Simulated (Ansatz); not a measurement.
## Two runs on ZrS₂

System: ZrS₂ (slab, 6 atoms in the cell).
Method of run A: DFT PBE+D3(BJ), scalar-relativistic, plane waves, PAW, PAW set soft_1, no spin polarisation (Ansatz 0.2.0).

The structure derives from an entry of the Crystallography Open Database. Text and figures count atoms from 1; the logs count them from 0 in places.

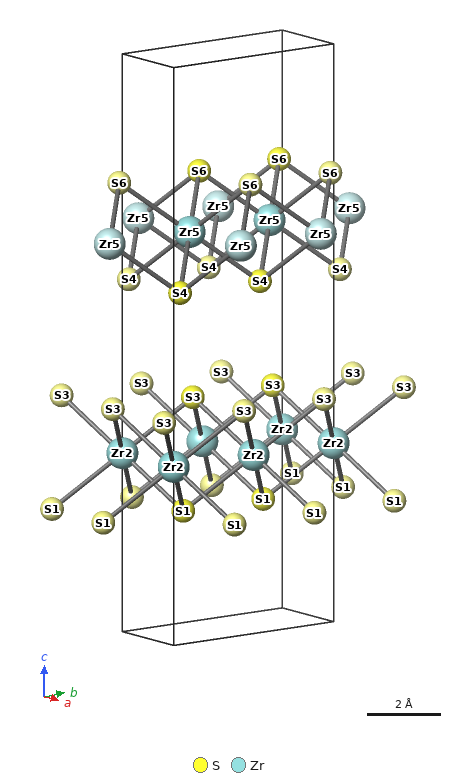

Figure 1. The structure as given in the input (ball-and-stick view of the 1 × 2 repeat of the cell, with the vacuum cut short, seen slightly off an axis; neighbours outside the cell are drawn fainter; atoms are numbered from 1 in the order of the input). An atom can appear more than once, as a periodic image.

Input, run A:
```yaml
crystal:
  lattice:
    - [3.6488395577, 0.0, 0.0]
    - [-1.8244197788, 3.1599877513, 0.0]
    - [0.0, 0.0, 23.3343036499]
  atoms:
    - { symbol: S, position: [0.6666666667, 0.3333333333, 0.1928491232] }
    - { symbol: Zr, position: [0.0, 0.0, 0.2553569201] }
    - { symbol: S, position: [0.3333333333, 0.6666666667, 0.317864717] }
    - { symbol: S, position: [0.7777777778, 0.2222222222, 0.4554304249] }
    - { symbol: Zr, position: [1.4444444444, 0.5555555556, 0.5179382217] }
    - { symbol: S, position: [1.1111111111, -0.1111111111, 0.5804460186] }
basis:
  ecutwfc: 420
kpoints:
  mp_grid: { grid: [9, 9, 1] }
hamiltonian:
  xc: pbe
  pseudopotentials: { kind: paw, azcp: { folder: soft_1 } }
  dispersion: d3bj
scf:
  occupations: { method: gaussian, width: 0.05 }
output:
  forces: true
  eigenvalues: true
efield:
  axis: 3
  dipole_correction: true
  ramp_width: 0.04
```

Command:
```bash
ansatz run input.yaml --threads 1 --pin off --max-ram 3072MiB --backend cpu --events-out ev --progress --plain --runs-dir out
```

Hardware: 1 thread of AMD EPYC (Zen 5), 32 GiB of memory available, shared host.

Output, shortened to warnings, some set-up lines, iterations and results (run A):
```
Basis set: ecut = 420 eV, 5189 PW (Γ), exchange–correlation on 50×50×320 points (8 copies of the dense FFT grid, shifted against one another)
Symmetry: 2 space group operations
k-points: 25 of 81 (time reversal used)
Initial density: superposition of atomic densities (neutral atoms: chi_scale 0, normalization atom)
[...]
SCF iter   1: F=—  HF=-11988.673621 eV  |F-HF|=—  |Δ(HF+E_count)|=         —  Δρ=3.63e-2  dr2=5.63e0  ethr=3.10e-3  p=0.000 e·Å  D=3.39e-8 V/Å  ΔV_dip=-0.00 eV  …
SCF iter   2: F=—  HF=-11987.139016 eV  |F-HF|=—  |Δ(HF+E_count)|=    1.53e0  Δρ=1.40e-2  dr2=7.41e-1  ethr=3.10e-3  p=0.000 e·Å  D=1.35e-4 V/Å  ΔV_dip=-0.00 eV  …
SCF iter   3: F=—  HF=-11987.036694 eV  |F-HF|=—  |Δ(HF+E_count)|=   1.02e-1  Δρ=6.88e-3  dr2=1.16e-1  ethr=1.54e-3  p=0.001 e·Å  D=5.96e-4 V/Å  ΔV_dip=-0.01 eV  …
SCF iter   4: F=—  HF=-11987.035834 eV  |F-HF|=—  |Δ(HF+E_count)|=   8.60e-4  Δρ=2.04e-3  dr2=1.24e-2  ethr=2.41e-4  p=0.001 e·Å  D=4.92e-4 V/Å  ΔV_dip=-0.01 eV  …
SCF iter   5: F=—  HF=-11987.038323 eV  |F-HF|=—  |Δ(HF+E_count)|=   2.49e-3  Δρ=4.26e-4  dr2=1.70e-3  ethr=2.59e-5  p=0.002 e·Å  D=1.19e-3 V/Å  ΔV_dip=-0.03 eV  …
SCF iter   6: F=—  HF=-11987.038446 eV  |F-HF|=—  |Δ(HF+E_count)|=   1.23e-4  Δρ=2.73e-4  dr2=1.14e-3  ethr=3.54e-6  p=0.000 e·Å  D=3.27e-4 V/Å  ΔV_dip=-0.01 eV  …
SCF iter   7: F=—  HF=-11987.038395 eV  |F-HF|=—  |Δ(HF+E_count)|=   5.11e-5  Δρ=1.00e-4  dr2=1.31e-4  ethr=2.38e-6  p=0.001 e·Å  D=6.46e-4 V/Å  ΔV_dip=-0.02 eV  …
SCF iter   8: F=—  HF=-11987.038392 eV  |F-HF|=—  |Δ(HF+E_count)|=   2.27e-6  Δρ=3.43e-5  dr2=1.14e-5  ethr=2.72e-7  p=0.001 e·Å  D=7.16e-4 V/Å  ΔV_dip=-0.02 eV  …
SCF iter   9: F=—  HF=-11987.038510 eV  |F-HF|=—  |Δ(HF+E_count)|=   1.18e-4  Δρ=1.40e-5  dr2=1.82e-6  ethr=2.37e-8  p=0.001 e·Å  D=8.22e-4 V/Å  ΔV_dip=-0.02 eV  …
SCF iter  10: F=-11987.038510 eV  HF=-11987.038510 eV  |F-HF|=7.23e-8  |Δ(HF+E_count)|=   2.41e-7  Δρ=3.07e-6  dr2=7.16e-8  ethr=2.08e-10  p=0.001 e·Å  D=7.59e-4 V/Å  …
SCF 1 converged in 10 iterations: F = -11987.038510 eV  dr2 = 7.16e-8
SCF converged after 10 iterations
Free energy (F): -11987.038510 eV
Harris-Foulkes:  -11987.038510 eV  (|F-HF|=7.23e-8)
Internal energy: -11987.038510 eV  (E = F + TS)
E sigma→0 (E₀):  -11987.038510 eV
Fermi energy:    0.907938 eV
Dipole field:    D = 0.000941 V/Å  (p = 0.001400 e·Å, saw-weighted, corrected)
Work function:   Φ+ = 5.8358 eV   Φ− = 5.8577 eV
Levels:          The Fermi level and band energies are counted from a zero that moves with the ramp; work functions are not
--- Per-component energies (eV) ---
  E_band       = -646.523083
  E_kinetic    = 1053.827112
  E_local      = -21232.875359  (includes V_loc(G=0)·N_el)
  E_nonlocal   = 283.152676
  E_hartree    = 10086.619418
  E_xc         = -666.513764
  E_vxc        = -698.042753  (∫ρ·V_xc dr)
  E_paw        = -8360.736216  (= ΣΔE_a)
  E_vpaw       = -225.823655  (= ΣTr[D̂ρ^β])
  E_aug_tail   = -0.000048  (compensation charges beyond the density's cutoff)
  E_efield     = 0.000001  (sawtooth field / dipole correction)
  E_vefield    = 0.000001  (∫n·V_field dr)
  E_ewald      = 6851.216386
  E_disp       = -1.728717  (pairwise vdW)
  E_smearing   = -0.000000  (= −TS)
  E_closure    = -0.000000  (closes the sum)
  Σ components = -11987.038510   (vs F -11987.038510, Δ=0.00e0)
--- Forces (eV/Å), atoms counted from 1 ---
  atom   1  S      0.00032795    -0.00018934     0.00732992
  atom   2  Zr     0.00239502    -0.00138277     0.04668023
  atom   3  S      0.00346227    -0.00199894     0.02871681
  atom   4  S     -0.00712138     0.00411153    -0.02887642
  atom   5  Zr     0.00334382    -0.00193056    -0.04513172
  atom   6  S     -0.00240838     0.00139048    -0.00884930
  max |Σ_I F_I| component: 1.30e-4 eV/Å
```

The input of run B differs as follows (lines with − go, lines with + come):
```diff
-  dispersion: d3bj
+  dispersion: d4
+  algorithm: density_mixing
```

How does run B compare with run A?

The total energies belong to different models, so their difference says nothing on which is more stable or more accurate. The largest force goes from 0.047 to 0.023 eV/Å. The number of SCF iterations is the same.

Output, shortened to warnings, some set-up lines, iterations and results (run B):
```
Basis set: ecut = 420 eV, 5189 PW (Γ), exchange–correlation on 50×50×320 points (8 copies of the dense FFT grid, shifted against one another)
Symmetry: 2 space group operations
k-points: 25 of 81 (time reversal used)
Initial density: superposition of atomic densities (neutral atoms: chi_scale 0, normalization atom)
[...]
SCF iter   1: F=—  HF=-11988.336101 eV  |F-HF|=—  |Δ(HF+E_count)|=         —  Δρ=3.63e-2  dr2=5.63e0  ethr=3.10e-3  p=0.000 e·Å  D=3.39e-8 V/Å  ΔV_dip=-0.00 eV  …
SCF iter   2: F=—  HF=-11986.801496 eV  |F-HF|=—  |Δ(HF+E_count)|=    1.53e0  Δρ=1.40e-2  dr2=7.41e-1  ethr=3.10e-3  p=0.000 e·Å  D=1.35e-4 V/Å  ΔV_dip=-0.00 eV  …
SCF iter   3: F=—  HF=-11986.699174 eV  |F-HF|=—  |Δ(HF+E_count)|=   1.02e-1  Δρ=6.88e-3  dr2=1.16e-1  ethr=1.54e-3  p=0.001 e·Å  D=5.96e-4 V/Å  ΔV_dip=-0.01 eV  …
SCF iter   4: F=—  HF=-11986.698314 eV  |F-HF|=—  |Δ(HF+E_count)|=   8.60e-4  Δρ=2.04e-3  dr2=1.24e-2  ethr=2.41e-4  p=0.001 e·Å  D=4.92e-4 V/Å  ΔV_dip=-0.01 eV  …
SCF iter   5: F=—  HF=-11986.700804 eV  |F-HF|=—  |Δ(HF+E_count)|=   2.49e-3  Δρ=4.26e-4  dr2=1.70e-3  ethr=2.59e-5  p=0.002 e·Å  D=1.19e-3 V/Å  ΔV_dip=-0.03 eV  …
SCF iter   6: F=—  HF=-11986.700926 eV  |F-HF|=—  |Δ(HF+E_count)|=   1.23e-4  Δρ=2.73e-4  dr2=1.14e-3  ethr=3.54e-6  p=0.000 e·Å  D=3.27e-4 V/Å  ΔV_dip=-0.01 eV  …
SCF iter   7: F=—  HF=-11986.700875 eV  |F-HF|=—  |Δ(HF+E_count)|=   5.11e-5  Δρ=1.00e-4  dr2=1.31e-4  ethr=2.38e-6  p=0.001 e·Å  D=6.46e-4 V/Å  ΔV_dip=-0.02 eV  …
SCF iter   8: F=—  HF=-11986.700873 eV  |F-HF|=—  |Δ(HF+E_count)|=   2.27e-6  Δρ=3.43e-5  dr2=1.14e-5  ethr=2.72e-7  p=0.001 e·Å  D=7.16e-4 V/Å  ΔV_dip=-0.02 eV  …
SCF iter   9: F=—  HF=-11986.700991 eV  |F-HF|=—  |Δ(HF+E_count)|=   1.18e-4  Δρ=1.40e-5  dr2=1.82e-6  ethr=2.37e-8  p=0.001 e·Å  D=8.22e-4 V/Å  ΔV_dip=-0.02 eV  …
SCF iter  10: F=-11986.700990 eV  HF=-11986.700990 eV  |F-HF|=7.23e-8  |Δ(HF+E_count)|=   2.41e-7  Δρ=3.07e-6  dr2=7.16e-8  ethr=2.08e-10  p=0.001 e·Å  D=7.59e-4 V/Å  …
SCF 1 converged in 10 iterations: F = -11986.700990 eV  dr2 = 7.16e-8
SCF converged after 10 iterations
Free energy (F): -11986.700990 eV
Harris-Foulkes:  -11986.700990 eV  (|F-HF|=7.23e-8)
Internal energy: -11986.700990 eV  (E = F + TS)
E sigma→0 (E₀):  -11986.700990 eV
Fermi energy:    0.907938 eV
Dipole field:    D = 0.000941 V/Å  (p = 0.001400 e·Å, saw-weighted, corrected)
Work function:   Φ+ = 5.8358 eV   Φ− = 5.8577 eV
Levels:          The Fermi level and band energies are counted from a zero that moves with the ramp; work functions are not
--- Per-component energies (eV) ---
  E_band       = -646.523083
  E_kinetic    = 1053.827112
  E_local      = -21232.875359  (includes V_loc(G=0)·N_el)
  E_nonlocal   = 283.152676
  E_hartree    = 10086.619418
  E_xc         = -666.513764
  E_vxc        = -698.042753  (∫ρ·V_xc dr)
  E_paw        = -8360.736216  (= ΣΔE_a)
  E_vpaw       = -225.823655  (= ΣTr[D̂ρ^β])
  E_aug_tail   = -0.000048  (compensation charges beyond the density's cutoff)
  E_efield     = 0.000001  (sawtooth field / dipole correction)
  E_vefield    = 0.000001  (∫n·V_field dr)
  E_ewald      = 6851.216386
  E_disp       = -1.391197  (pairwise vdW)
  E_smearing   = -0.000000  (= −TS)
  E_closure    = -0.000000  (closes the sum)
  Σ components = -11986.700990   (vs F -11986.700990, Δ=0.00e0)
--- Forces (eV/Å), atoms counted from 1 ---
  atom   1  S      0.00032448    -0.00018734     0.02169606
  atom   2  Zr     0.00228977    -0.00132200     0.01763475
  atom   3  S      0.00388339    -0.00224208     0.00527068
  atom   4  S     -0.00730851     0.00421957    -0.00510531
  atom   5  Zr     0.00322530    -0.00186213    -0.01637176
  atom   6  S     -0.00241512     0.00139437    -0.02325490
  max |Σ_I F_I| component: 1.30e-4 eV/Å
```

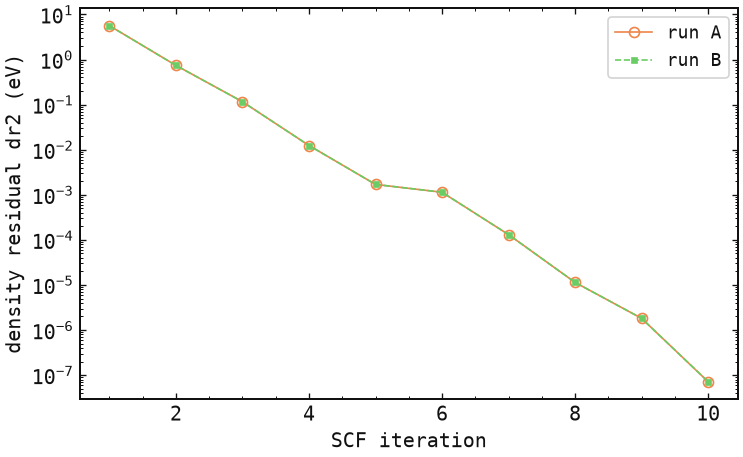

Figure 2. Convergence of the two runs: density residual dr2 against the SCF iteration. Run A takes 10 iterations in all, and run B takes 10.

The two runs side by side:

| quantity | run A | run B |
| --- | --- | --- |
| outcome | converged | converged |
| free energy per atom (eV) | −1997.8398 | −1997.7835 |
| gap on the mesh (eV) | 1.05 | 1.05 |
| work function (eV) | 5.84 | – |
| largest force (eV/Å) | 0.047 | 0.023 |
| SCF iterations | 10 | 10 |
| irreducible k-points | 25 | 25 |
| plane waves at Γ | 5189 | 5189 |
| wall time (shared host) | 8.7 s | 9.6 s |
